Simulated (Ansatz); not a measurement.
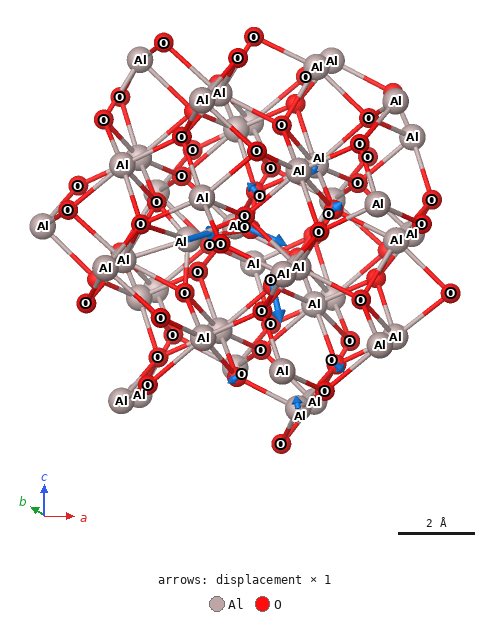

This is a relaxation of a defect cell of composition Al₄₈O₇₃ (cell charge −2). The starting structure is drawn; blue arrows show the displacements, at their true length.

The picture is a ball-and-stick view of the atoms within 5.8 Å of the atom that moves most (axes of the cell of the calculation (origin shifted)), seen slightly off an axis.

Method: DFT, PBEsol, PAW, plane waves (Ansatz 0.2.0). Set-up: plane-wave cutoff 420 eV; k-point mesh 1 × 1 × 1; mesh shifted by (0.25, 0.25, 0.25); no spin polarisation; atoms relaxed in a fixed cell; force threshold 0.03 eV/Å; at most 80 steps.

### What did the optimiser do to the structure, and how much energy did it gain?

The energy falls by 26.413 eV per cell of the calculation in 12 geometry steps. The largest force component goes from 27 to 0.0039 eV/Å. The largest moves, 1.10 Å, are those of Al and O atoms. Largest moves by element: O 1.10 Å, Al 1.09 Å. The cell stays as it was. Among the contacts that change: Al–O 3.407 → 1.971 Å, O–O 1.155 → 2.192 Å, Al–Al 1.821 → 2.825 Å, Al–O 2.294 → 3.266 Å. New bonds form, among them: Al–O (2.42 → 1.95 Å), Al–O (2.43 → 1.97 Å), Al–O (2.70 → 1.91 Å), Al–O (2.76 → 1.87 Å). Bonds break, among them: Al–O (2.29 → 3.27 Å), O–O (1.16 → 2.19 Å). Bond angles that change, for instance: O–Al–O 99.2° → 167.1°, O–Al–O 135.0° → 85.9°, O–Al–O 165.5° → 127.8°.

Limits of the set-up: the cell is charged, on a uniform background, and energies carry no finite-size correction.
